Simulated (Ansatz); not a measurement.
# Bands, cutoff and cost in G0W0 for InSe (R3m)

How do accuracy and time trade against each other in G0W0 on InSe (R3m)?

Method: G0W0 on r2SCAN, plane waves, PAW, in Ansatz 0.2.0.

### Step 1. Set-up

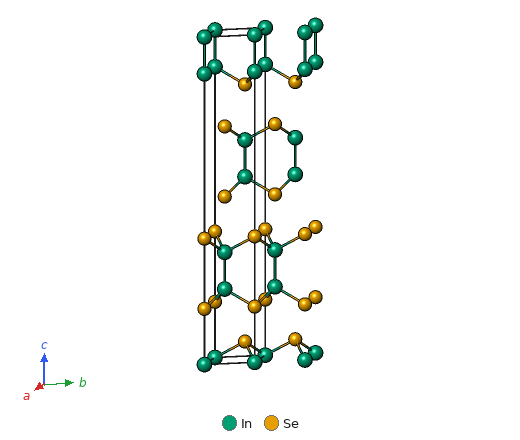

Start, viewed slightly off an axis; indium teal, selenium orange. 1×2×1 cells are drawn. This picture shows the conventional cell, with its axes. Bonds to atoms that aren't drawn are left out. Some periodic images of atoms are drawn too.

The cell and positions come from the Crystallography Open Database and are kept as given unless a step says otherwise. The default PAW set here is soft_2. Its files were made with PBE.

### Step 2. 121 empty bands, screening to 60 eV

G0W0 replaces the xc potential by the self-energy, built once from these orbitals. Only a window of levels is corrected, while the sums run over the empty bands that the input names.

File input.yaml:

```yaml
crystal:
  lattice:
    - [2.0, 1.1547005384, 8.3166666667]
    - [-2.0, 1.1547005384, 8.3166666667]
    - [0.0, -2.3094010768, 8.3166666667]
  atoms:
    - { symbol: In, position: [0.0, 0.0, 0.0] }
    - { symbol: In, position: [0.1122, 0.1122, 0.1122] }
    - { symbol: Se, position: [0.6155, 0.6155, 0.6155] }
    - { symbol: Se, position: [0.83, 0.83, 0.83] }
kpoints:
  mp_grid: { grid: [4, 4, 4] }
hamiltonian:
  xc: r2scan
scf:
  occupations: { method: fixed }
gw:
  n_empty_bands: 121
  ecut_chi: 60
  qp_bands: [v2, c2]
  qp_kpoints: band_edges
  screening: { model: contour_deformation }
```

Run with:

```bash
$ ansatz run input.yaml --threads 3 --pin off --max-ram 92160MiB --backend cuda --events-out ev --progress --plain --runs-dir out --devices 1 --max-vram 13GiB
```

Numbers of over 12 decimals in the logs are rounded to 6 here.

The log of the run:

```text
GPUs: using 1 of 1 available (devices: 1).
Engine: ansatz 0.2.0, x86_64-unknown-linux-gnu
Pseudopotentials: kind: paw
Pseudopotential: In, paw, valence charge 13, recommended cutoff 500 eV (meta_gga), In.paw.azcp
Pseudopotential: Se, paw, valence charge 16, recommended cutoff 500 eV (meta_gga), Se.paw.azcp
Functional definition: r2SCAN
  parameter k0 = 0.174
  parameter k1 = 0.065
  parameter a1 = 4.9479
  exchange = r2scan_x(k0 = k0, k1 = k1, a1 = a1)
  correlation = r2scan_c
device memory: the entry about to start is reckoned to put 3.8 GiB on a device that reports 59.3 GiB free (of which the cap on the GPU budget leaves the run 13.0 GiB)
GPU FFT provider: cuFFT
GPU libraries: cuBLAS 13.8.2, cuFFT 12.4.0, cuSOLVER 12.3.4
Crystal: 4 atoms, lattice volume = 115.239 Å³
Basis set: ecut = 500 eV, 2947 PW (Γ), exchange–correlation on 256×256×256 points (64 copies of the dense FFT grid, shifted against one another)
Bands: 35, of which v1, the nominal top of the filled ones, is band 29 counted from 1 (28 counted from 0)
Symmetry: 6 space group operations
Space group: R3m (ITA 160), of the structure as read, at distance tolerance 4.9e-5 Å
k-points: 13 of 64 (time reversal used)
Non-local potential: In, projectors of the file, l = 0: 2, l = 1: 2, l = 2: 2, l = 3: 2
Non-local potential: Se, projectors of the file, l = 0: 2, l = 1: 2, l = 2: 3, l = 3: 1
PAW form: soft (Blöchl's): semilocal exchange-correlation on the pseudo side does not see the compensation charge
PAW frozen core: In, regenerated for the run's functional (the file was generated under x = pbe(κ = 0.804, μ = 0.219515), c = pbe(β = 0.066725))
PAW frozen core: Se, regenerated for the run's functional (the file was generated under x = pbe(κ = 0.804, μ = 0.219515), c = pbe(β = 0.066725))
PAW one-centre angular grid: In, 590 points (default); XC on 289 of its mesh's 2783 points in the sphere
PAW one-centre angular grid: Se, 590 points (default); XC on 160 Gauss nodes
Initial density: superposition of atomic densities (neutral atoms: chi_scale 0, normalization atom), corrected by the library's trained network
Initial wavefunctions: pseudopotential atomic-orbital guess
GPU buffer pool allocated for 262144 grid points (all kernels)
GPU transforms: local potential and band sums: pruned to the plane-wave sphere, on 64×64×64
Functional: x = r2scan, c = r2scan; τ floored in thin density (d = 2e-4 eV/Å³)
SCF iter   1: F=—  HF=-22182.504228 eV  |F-HF|=—  |Δ(HF+E_count)|=         —  Δρ=6.27e-3  dr2=3.95e-2  dr2_τ=1.63e-2  ethr=1.77e-3  ⟨swp⟩=5.0  Hψ=1632  notcnv=0  defer=52
preconditioner: auto → Resta (q_TF=auto, 2.433 Å⁻¹)  ε∞=3.1  [insulator: Δε(μ)=0.797 eV  Ē_g=14.831 eV  n_scr=30 (ndim 8)  ℏωp=21.3 eV  f_vac=0.077  ε∞_Penn≈3.1]
SCF iter   2: F=—  HF=-22182.516470 eV  |F-HF|=—  |Δ(HF+E_count)|=   1.22e-2  Δρ=2.59e-3  dr2=5.63e-3  dr2_τ=2.80e-4  ethr=6.82e-5  ⟨swp⟩=2.2  Hψ=844  notcnv=0  defer=52
SCF iter   3: F=—  HF=-22182.516836 eV  |F-HF|=—  |Δ(HF+E_count)|=   3.65e-4  Δρ=7.80e-4  dr2=6.35e-4  dr2_τ=1.97e-5  ethr=9.71e-6  ⟨swp⟩=2.6  Hψ=703  notcnv=0  defer=52
SCF iter   4: F=—  HF=-22182.516950 eV  |F-HF|=—  |Δ(HF+E_count)|=   1.15e-4  Δρ=1.99e-4  dr2=5.36e-5  dr2_τ=2.19e-6  ethr=1.10e-6  ⟨swp⟩=3.0  Hψ=842  notcnv=0  defer=52
SCF iter   5: F=—  HF=-22182.516960 eV  |F-HF|=—  |Δ(HF+E_count)|=   1.01e-5  Δρ=5.86e-5  dr2=4.80e-6  dr2_τ=1.22e-7  ethr=9.24e-8  ⟨swp⟩=3.0  Hψ=816  notcnv=0  defer=18
SCF iter   6: F=—  HF=-22182.516962 eV  |F-HF|=—  |Δ(HF+E_count)|=   1.95e-6  Δρ=1.55e-5  dr2=5.45e-7  dr2_τ=9.43e-9  ethr=8.27e-9  ⟨swp⟩=2.0  Hψ=663  notcnv=0  defer=19
SCF iter   7: F=-22182.516963 eV  HF=-22182.516963 eV  |F-HF|=1.94e-8  |Δ(HF+E_count)|=   2.27e-7  Δρ=4.98e-6  dr2=3.98e-8  dr2_τ=2.19e-9  ethr=1.72e-10  ⟨swp⟩=9.6  Hψ=1767  notcnv=0
SCF 1 converged in 7 iterations: F = -22182.516963 eV  dr2 = 3.98e-8
  greatest PAW one-centre occupation: 1.000 electrons in one spin orbital (limit 2), on the Se atom at site 3 (counted from 0), in its partial waves of l = 2
device memory: the entry about to start is reckoned to put 4.7 GiB on a device that reports 59.2 GiB free (of which the cap on the GPU budget leaves the run 13.0 GiB)
NSCF: frozen V_eff on 13 k-points
the band table was solved once the SCF had ended and its energy, with any forces and stress, was formed, with the checks that follow a solve (1800 applications of the Hamiltonian). They found nothing against the state; the energy, forces and stress were not computed again (output.eigenvalues in the input reference)
device memory: the entry about to start is reckoned to put 2.8 GiB on a device that reports 59.0 GiB free (of which the cap on the GPU budget leaves the run 13.0 GiB)
NSCF: frozen V_eff on 13 k-points
G₀W₀ screening: q 1/13
[... further progress lines ...]
device memory: the entry about to start is reckoned to put 0.8 GiB on a device that reports 50.1 GiB free (of which the cap on the GPU budget leaves the run 13.0 GiB)
NSCF: frozen V_eff on 1 k-points
device memory: the entry about to start is reckoned to put 0.8 GiB on a device that reports 49.6 GiB free (of which the cap on the GPU budget leaves the run 13.0 GiB)
NSCF: frozen V_eff on 1 k-points
device memory: the entry about to start is reckoned to put 0.8 GiB on a device that reports 49.5 GiB free (of which the cap on the GPU budget leaves the run 13.0 GiB)
NSCF: frozen V_eff on 1 k-points
SCF converged after 7 iterations
Free energy (F): -22182.516963 eV
Harris-Foulkes:  -22182.516963 eV  (|F-HF|=1.94e-8)
Internal energy: -22182.516963 eV  (E = F + TS)
E sigma→0 (E₀):  -22182.516963 eV
Fermi energy:    7.298662 eV
--- Per-component energies (eV) ---
  E_band       = -943.465527
  E_kinetic    = 723.760177
  E_local      = -7846.808685  (includes V_loc(G=0)·N_el)
  E_nonlocal   = -454.908065
  E_hartree    = 3623.389575
  E_xc         = -598.237161
  E_vxc        = -424.447817  (∫ρ·V_xc dr)
  E_paw        = -12219.676655  (= ΣΔE_a)
  E_vpaw       = -212.958741  (= ΣTr[D̂ρ^β])
  E_aug_tail   = -0.000398  (compensation charges beyond the density's cutoff)
  E_vtau       = 25.122359  (kinetic-family band-sum trace: ∫τ·v_τ [+ j·A + Jᵃ·Aᵃ] dr)
  E_ewald      = -5408.437302
  E_core_change = -1.598449  (= ΣΔE_core)
  E_smearing   = -0.000000  (= −TS)
  E_closure    = 0.000000  (closes the sum)
  Σ components = -22182.516963   (vs F -22182.516963, Δ=0.00e0)
--- Band table (eV; the first three rows and the last of 13) ---
  k-point 0: bands = [... 25 lower, 5.8676, 5.8676, 5.9996, 5.9996, 9.4032, 9.8540, 11.9696, 11.9696, ... 2 higher]
  k-point 1: bands = [... 25 lower, 5.2185, 5.2604, 5.4498, 6.1994, 9.5778, 9.7996, 11.6964, 11.9465, ... 2 higher]
  k-point 2: bands = [... 25 lower, 4.7734, 4.8005, 4.9602, 5.5381, 8.6967, 9.5902, 11.2931, 11.6532, ... 2 higher]
  k-point 12: bands = [... 25 lower, 5.7957, 6.0794, 6.0794, 7.2987, 8.1124, 9.9053, 11.8729, 11.8729, ... 2 higher]
--- G₀W₀: contour deformation, 7 samples at zero and on the imaginary axis and 1 off it, 64 q-points, 121 empty bands' worth ---
  eigenvalues of the whole cell's RPA ε∞ on this k-mesh (on a slab, of 1 + 4πα/V) = 8.1559, 8.1559, 12.3042; static W/v taken at q = 0 is 0.127273
  bands read: the sum over 150 bands ends inside a degenerate multiplet in 1 slot, whose members it reads at an even weight; the widest, k=12: bands 150 to 151 (counted from 1) at 1/2 each
  gw.qp_kpoints: band_edges: 8 of 13 stored k-points solved, in 1 pass; an edge of the gap read off the rows below is read off those points alone
    valence top: of the k-points left out ik 8 came nearest to being solved in a further pass, in band 29 (counted from 1, as in the quasiparticle table): it holds the edge there only if its correction is more favourable than any solved in that band by at least 0.796 eV; those differ by 0.205 eV
    conduction bottom: of the k-points left out ik 7 came nearest to being solved in a further pass, in band 30 (counted from 1, as in the quasiparticle table): it holds the edge there only if its correction is more favourable than any solved in that band by at least 0.602 eV; those differ by 0.304 eV
  `?` marks the rows in doubt; gw_qp.tsv's column doubts and the gw_qp event give each row's grounds
    ik  band        ε_KS         Σx   Σc(E_QP)       V_xc       Z   E_QP_lin       E_QP  E_QP is
     2    28      4.9602   -17.2612     2.3173   -14.8125  0.7527     4.8284     4.8288  root
     2    29      5.5381   -15.6663     1.7548   -13.7344  0.7640     5.3604     5.3611  root
     2    30      8.6967    -7.7650    -3.1673   -11.2166  0.7994     8.9824     8.9809  root
     2    31      9.5902    -9.6654    -3.5063   -13.7165  0.7829    10.1469    10.1350  root
     3    28      5.5541   -17.8869     2.2009   -15.6151  0.7605     5.4832     5.4834  root
     3    29      6.4359   -16.0662     1.5515   -14.4032  0.7722     6.3241     6.3243  root
     3    30      9.3994    -9.3632    -3.3775   -13.2453  0.7918     9.9115     9.9041  root
     3    31      9.7898    -8.0911    -3.5304   -12.0357  0.7885    10.2088    10.2039  root
     5    28      5.3666   -17.1630     2.2740   -14.7832  0.7479     5.2604     5.2607  root
     5    29      5.9516   -15.7351     1.5997   -13.9753  0.7723     5.7911     5.7916  root
     5    30      9.5508    -8.5348    -3.3352   -12.2921  0.7910     9.9773     9.9728  root
     5    31     10.0015    -9.5221    -3.4617   -13.5153  0.7807    10.5439    10.5330  root
     6    28      5.1591   -17.6918     2.3011   -15.2812  0.7558     5.0492     5.0495  root
     6    29      5.6996   -15.3163     1.6010   -13.5235  0.7697     5.5071     5.5079  root
     6    30      8.7122    -8.7578    -3.2191   -12.3885  0.7993     9.1275     9.1238  root
     6    31      9.5511    -8.9101    -3.3789   -12.7167  0.7831     9.9848     9.9788  root
     9    28      5.0820   -17.5563     2.3128   -15.1259  0.7546     4.9641     4.9644  root
     9    29      5.5175   -15.0527     1.6126   -13.2293  0.7670     5.3055     5.3066  root
     9    30      9.0177    -8.1730    -3.2382   -11.7428  0.7935     9.3518     9.3493  root
     9    31      9.2195    -9.3734    -3.3294   -13.1923  0.7906     9.7163     9.7090  root
    10    28      5.5872   -17.9383     2.1956   -15.6754  0.7611     5.5198     5.5199  root
    10    29      6.6570   -16.2024     1.4941   -14.6275  0.7736     6.5760     6.5761  root
    10    30      9.5561   -10.3036    -3.4091   -14.3008  0.7865    10.1579    10.1442  root
    10    31      9.9965    -7.5337    -3.5889   -11.4833  0.7870    10.3609    10.3571  root
    11    28      4.5794   -15.9296     2.2701   -13.4437  0.7407     4.3619     4.3637  root
    11    29      5.6248   -15.6946     1.7807   -13.7323  0.7624     5.4424     5.4432  root
    11    30      9.3689    -7.3766    -3.2585   -10.9293  0.7945     9.6650     9.6631  root
    11    31     10.1893   -10.4476    -3.5618   -14.6529  0.7769    10.8557    10.8328  root ?
    12    28      6.0794   -18.3155     2.1175   -16.1868  0.7652     6.0682     6.0682  root
    12    29      7.2987   -16.3246     1.1969   -15.1216  0.7803     7.2926     7.2926  root
    12    30      8.1124   -10.2526    -2.9996   -13.7012  0.8006     8.5654     8.5614  root
    12    31      9.9053    -8.0969    -3.7515   -12.2493  0.7926    10.3106    10.3061  root
```

Run time: 23 s. Hardware: 1 × NVIDIA H100 80GB HBM3 (shared by 6 runs) with 3 threads of AMD EPYC 7R13 (Zen 3), shared host; peak memory 1.9 GiB; 23 s of CPU time.

This step gave:

```yaml
bands_summed: 150
rpa_eps_infinity_on_this_mesh_eigenvalues: 8.156, 8.156, 12.30
plane_waves_in_the_screening_matrix: 137
q_points_in_the_mesh: 64
g0w0_gap_on_the_mesh: 1.269 eV
k_of_the_valence_top: -0.5, -0.5, -0.5
k_of_the_conduction_bottom: -0.5, -0.5, -0.5
starting_gap_on_the_mesh: 0.8137 eV
z_at_the_valence_top: 0.7803
z_at_the_conduction_bottom: 0.8006
least_direct_g0w0_gap_on_the_computed_points: 1.269 eV
```

The gap on the mesh goes from 0.81 eV to 1.27 eV, a correction of +0.46 eV. Between the two edge states, bare exchange in place of the xc potential would open the gap by 4.65 eV, and correlation takes back 4.20 eV.

### Step 3. 343 empty bands, screening to 120 eV

Another rung: the empty bands reach about as high as the screening cutoff, so the two stay in balance.

Edit input.yaml of step 2 so:

```diff
@@ -17,4 +17,4 @@
 gw:
-  n_empty_bands: 121
-  ecut_chi: 60
+  n_empty_bands: 343
+  ecut_chi: 120
   qp_bands: [v2, c2]
```

The log of the run:

```text
GPUs: using 1 of 1 available (devices: 1).
[...]
GPU FFT provider: cuFFT
GPU libraries: cuBLAS 13.8.2, cuFFT 12.4.0, cuSOLVER 12.3.4
Crystal: 4 atoms, lattice volume = 115.239 Å³
Basis set: ecut = 500 eV, 2947 PW (Γ), exchange–correlation on 256×256×256 points (64 copies of the dense FFT grid, shifted against one another)
Bands: 35, of which v1, the nominal top of the filled ones, is band 29 counted from 1 (28 counted from 0)
Symmetry: 6 space group operations
[...]
k-points: 13 of 64 (time reversal used)
[...]
GPU buffer pool allocated for 262144 grid points (all kernels)
[...]
SCF iter   1: F=—  HF=-22182.504228 eV  |F-HF|=—  |Δ(HF+E_count)|=         —  Δρ=6.27e-3  dr2=3.95e-2  dr2_τ=1.63e-2  ethr=1.77e-3  ⟨swp⟩=5.0  Hψ=1632  notcnv=0  defer=52
[...]
SCF iter   7: F=-22182.516963 eV  HF=-22182.516963 eV  |F-HF|=1.94e-8  |Δ(HF+E_count)|=   2.27e-7  Δρ=4.98e-6  dr2=3.98e-8  dr2_τ=2.19e-9  ethr=1.72e-10  ⟨swp⟩=9.6  Hψ=1767  notcnv=0
SCF 1 converged in 7 iterations: F = -22182.516963 eV  dr2 = 3.98e-8
[...]
NSCF: frozen V_eff on 13 k-points
[...]
G₀W₀ screening: q 1/13
[... further progress lines ...]
[...]
SCF converged after 7 iterations
Free energy (F): -22182.516963 eV
[...]
Internal energy: -22182.516963 eV  (E = F + TS)
E sigma→0 (E₀):  -22182.516963 eV
Fermi energy:    7.298662 eV
[...]
--- Band table (eV; the first three rows and the last of 13) ---
  k-point 0: bands = [... 25 lower, 5.8676, 5.8676, 5.9996, 5.9996, 9.4032, 9.8540, 11.9696, 11.9696, ... 2 higher]
  k-point 1: bands = [... 25 lower, 5.2185, 5.2604, 5.4498, 6.1994, 9.5778, 9.7996, 11.6964, 11.9465, ... 2 higher]
  k-point 2: bands = [... 25 lower, 4.7734, 4.8005, 4.9602, 5.5381, 8.6967, 9.5902, 11.2931, 11.6532, ... 2 higher]
  k-point 12: bands = [... 25 lower, 5.7957, 6.0794, 6.0794, 7.2987, 8.1124, 9.9053, 11.8729, 11.8729, ... 2 higher]
[...]
2    28      4.9602   -17.2612     1.9962   -14.8125  0.7496     4.5006     4.5078  root
     2    29      5.5381   -15.6663     1.4597   -13.7344  0.7615     5.0587     5.0659  root
     2    30      8.6967    -7.7650    -3.3873   -11.2166  0.7979     8.7610     8.7609  root
     2    31      9.5902    -9.6654    -3.8235   -13.7165  0.7804     9.8193     9.8178  root
     3    28      5.5541   -17.8869     1.8509   -15.6151  0.7571     5.1280     5.1334  root
     3    29      6.4359   -16.0662     1.2254   -14.4032  0.7691     5.9930     5.9982  root
     3    30      9.3994    -9.3632    -3.6871   -13.2453  0.7896     9.5951     9.5944  root
     3    31      9.7898    -8.0911    -3.7940   -12.0357  0.7867     9.9408     9.9403  root
[...]
12    28      6.0794   -18.3155     1.7434   -16.1868  0.7614     5.6901     5.6941  root
    12    29      7.2987   -16.3246     0.8341   -15.1216  0.7766     6.9273     6.9297  root
    12    30      8.1124   -10.2526    -3.3261   -13.7012  0.7983     8.2351     8.2349  root
    12    31      9.9053    -8.0969    -4.0231   -12.2493  0.7909    10.0350    10.0346  root
```

The job ended after 46 s (1 × NVIDIA H100 80GB HBM3 (shared by 6 runs) with 3 threads; peak memory 2.3 GiB).

This step gave:

```yaml
bands_summed: 372
rpa_eps_infinity_on_this_mesh_eigenvalues: 8.106, 8.106, 12.29
plane_waves_in_the_screening_matrix: 363
q_points_in_the_mesh: 64
g0w0_gap_on_the_mesh: 1.305 eV
k_of_the_valence_top: -0.5, -0.5, -0.5
k_of_the_conduction_bottom: -0.5, -0.5, -0.5
starting_gap_on_the_mesh: 0.8137 eV
z_at_the_valence_top: 0.7766
z_at_the_conduction_bottom: 0.7983
least_direct_g0w0_gap_on_the_computed_points: 1.305 eV
```

Against the run with 4×4×4 mesh, 121 empty bands, screening to 60 eV, the gap moves by +0.04 eV.

### Step 4. 740 empty bands, screening to 200 eV

Edit input.yaml of step 3 so:

```diff
@@ -17,4 +17,4 @@
 gw:
-  n_empty_bands: 343
-  ecut_chi: 120
+  n_empty_bands: 740
+  ecut_chi: 200.0
   qp_bands: [v2, c2]
```

The log of the run:

```text
GPUs: using 1 of 1 available (devices: 1).
[...]
GPU FFT provider: cuFFT
GPU libraries: cuBLAS 13.8.2, cuFFT 12.4.0, cuSOLVER 12.3.4
Crystal: 4 atoms, lattice volume = 115.239 Å³
Basis set: ecut = 500 eV, 2947 PW (Γ), exchange–correlation on 256×256×256 points (64 copies of the dense FFT grid, shifted against one another)
Bands: 35, of which v1, the nominal top of the filled ones, is band 29 counted from 1 (28 counted from 0)
[...]
11    28      4.5794   -15.9296     1.8913   -13.4437  0.7380     3.9653     3.9848  root ?
[...]
12    28      6.0794   -18.3155     1.5753   -16.1868  0.7610     5.5143     5.5261  root
    12    29      7.2987   -16.3246     0.6757   -15.1216  0.7763     6.7638     6.7714  root
    12    30      8.1124   -10.2526    -3.4957   -13.7012  0.7980     8.0653     8.0653  root
    12    31      9.9053    -8.0969    -4.1484   -12.2493  0.7908     9.9093     9.9093  root
[key lines of the parts left out:]
SCF converged after 7 iterations
Free energy (F): -22182.516963 eV
Fermi energy:    7.298662 eV
```

The job ended after 86 s (1 × NVIDIA H100 80GB HBM3 (shared by 6 runs) with 3 threads; peak memory 3.5 GiB; 2.6 min of CPU time).

This step gave:

- bands summed: 769
- RPA ε∞ on this mesh (eigenvalues): 8.108, 8.108, 12.29
- plane waves in the screening matrix: 721
- G0W0 gap on the mesh: 1.294 eV
- k of the valence top: -0.5, -0.5, -0.5
- k of the conduction bottom: -0.5, -0.5, -0.5
- starting gap on the mesh: 0.8137 eV
- least direct G0W0 gap on the computed points: 1.294 eV

Against the run with 4×4×4 mesh, 343 empty bands, screening to 120 eV, the gap moves by −0.011 eV.

(Part 1 of 2 ends here.)

[Paths, hosts, dates, memory and timing lines, banners, echoed tables and standing remarks are left out of the program output.]

[Logs are printed without paths, hosts, clocks, repeated set-up lines and the standing remarks that a program may print on its own settings, such as how far it seeks lower states.]

[Runs of the session that timed out or met a known fault of the program may be left out.]

[Cells called generated may have been cut or substituted from an entry of the Crystallography Open Database or the Materials Project.]

[Hosts, paths, dates, database ids (printed as entryN), source tags and the programs' standing remarks are cut or masked in the printed files.]
